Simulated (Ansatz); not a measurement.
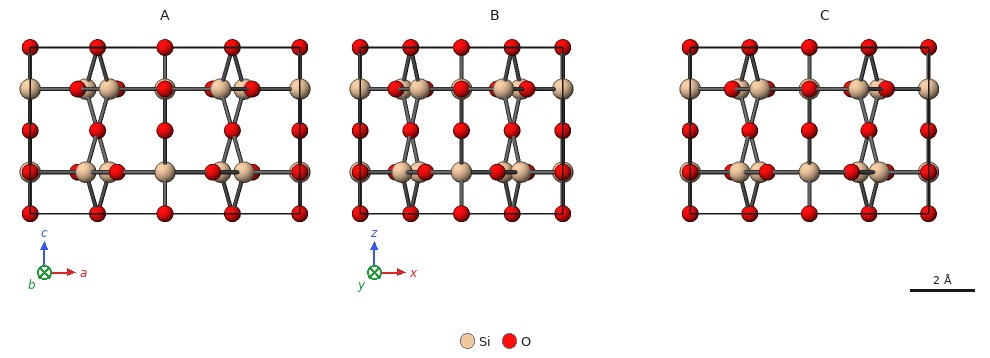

A scan of a crystal of SiO₂ (Cmcm): the cell is strained along x alone, with the atoms kept at their fractional coordinates. x, y and z are the Cartesian axes of the input. The picture is a ball-and-stick view of the conventional cell (2 times the calculation's cell), repeated 1 × 1 × 1 with one cell outlined, seen along the b axis. Lengths and directions refer to the drawn axes.

Theory: DFT PBEsol, scalar-relativistic, plane waves, PAW in Ansatz 0.2.0. Settings: plane-wave cutoff 420 eV; k-point mesh 4 × 4 × 4; occupations gaussian; smearing width 0.05 eV; no spin polarisation. Energies (free energies at the smearing named) are counted from the relaxed crystal.

Question: Rank the frames from lowest to highest energy.

Answer: Lowest first: C (the strain 0.00, 0 meV/atom), A (the strain 0.1312, 223 meV/atom), B (the strain −0.15, 554 meV/atom). Over the whole scan: of the computed points the lowest is at the strain 0.00, 0 meV/atom. The end points stand at 554 meV/atom (−0.15) and 281 meV/atom (0.15). The distortion keeps the space group Cmcm. At the strain −0.15 the cell of the drawing goes a 7.531 → 6.401 Å.
